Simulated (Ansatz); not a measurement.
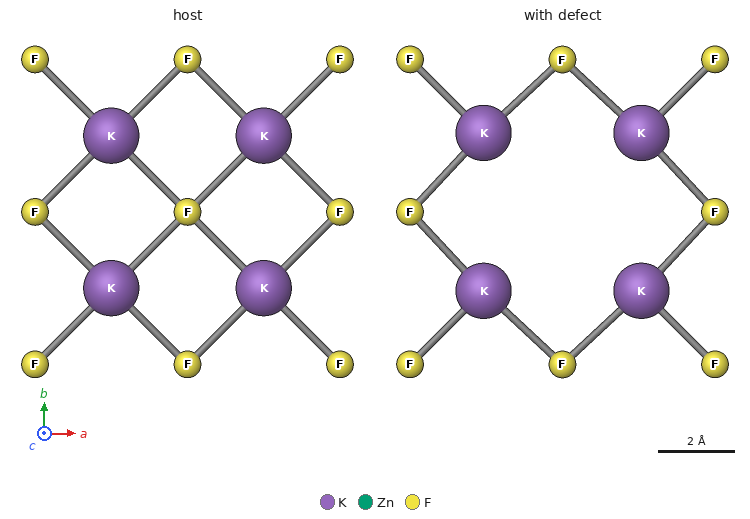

Left: perfect KZnF$_{3}$. Right: the same region with one point defect, after relaxing the atoms in a supercell of 40 sites. Style: ball-and-stick. Shown: the atoms within 6.0 Å of one point, in a slice 3.4 Å thick across the line of sight, along the c axis.

Level of theory: DFT, PBEsol, PAW, plane waves in Ansatz 0.2.0. (plane-wave cutoff 420 eV; k-point mesh 1 × 1 × 1; mesh shifted by (0.25, 0.25, 0.25); collinear spin) Fermi-Dirac smearing of 0.01 eV. A uniform background neutralises the charged cell. The axes drawn are those of the host's conventional cell.

**What kind of defect was made?**

A fluorine atom is taken out (a vacancy).

The charge state of the cell is +1.

**How does the lattice respond?**

Around the empty F site the host had 2 Zn at 2.03 Å; after relaxation the nearest atoms are 2 Zn at 2.11 to 2.12 Å. Of the host's atoms, a fluorine atom moves furthest from its site, by 0.17 Å. The cell ends without a net magnetic moment.

Limits of the set-up: the periodic images lie only 8.1 Å apart, so the values are limited by the cell's size; the cell is charged, on a uniform background, and energies carry no finite-size correction.
